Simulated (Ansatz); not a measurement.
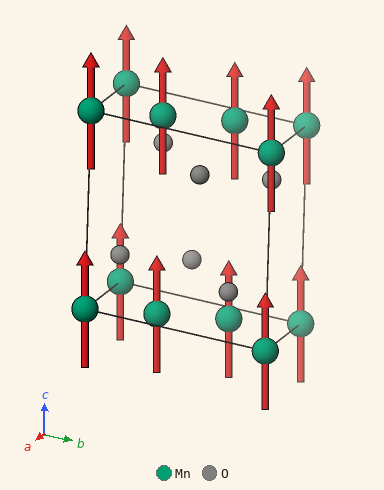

This spheres-only model is shown slightly off an axis. Thin lines show the simulation cell, with boundary atoms drawn in all their periodic places. Arrows are the site magnetic moments above 0.25 μB (those induced on non-metal atoms are left out); longer means larger, and red and blue are up and down (without spin-orbit coupling the axis itself is arbitrary).

This is the state reached for MnO2. Setup: Ansatz, DFT PBE+D3(BJ), scalar-relativistic, plane waves, PAW; plane-wave cutoff 420 eV, a 6×6×6 k-point grid, Gaussian smearing of 0.02 eV, collinear spins.

### Classify the order and state the moments.

Ferromagnetic (within this cell). Site moments: 3 Mn +2.5 μB. The net spin moment of the whole cell is 9.0 μB, including what lies between the atoms and on sites without an arrow.

Origin of the cell: a structure listed in the Materials Project. A relaxation with DFT PBE+D3(BJ), scalar-relativistic, plane waves, PAW in Ansatz gave the geometry drawn.
